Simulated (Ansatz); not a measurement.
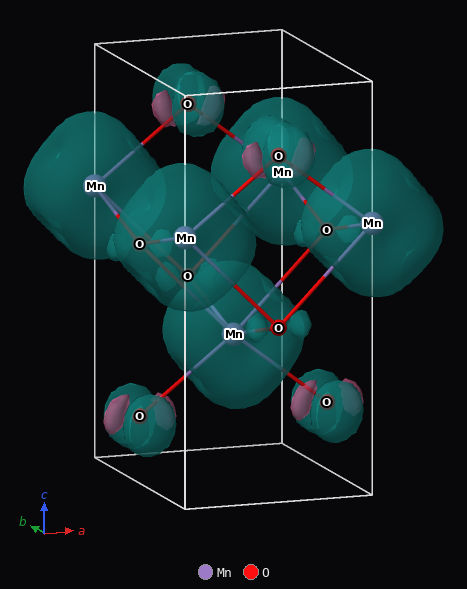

Figure. MnO2. Isosurfaces of the spin density (up minus down) at +0.08 (teal) and −0.08 e/Å³ (pink), seen slightly off an axis. Sticks mark near contacts.

Space group Pmmn; a structure from a database of computed crystals, not necessarily the ambient phase; not relaxed (largest force 0.8 eV/Å); computed pressure about −7 GPa in this cell; spin-polarised.

Computed with Kohn-Sham DFT of a periodic cell, PBE, Ansatz PAW (Ansatz).

Describe the spin distribution.

The spin density sits on Mn: +2.4 μB (×2) in one cell of 6 atoms, with smaller moments on other sites: O (up to +0.12 μB): parallel main moments (a ferromagnetic arrangement) in this solution. The cell of the calculation (6 atoms) carries 6.0 μB of net spin moment.
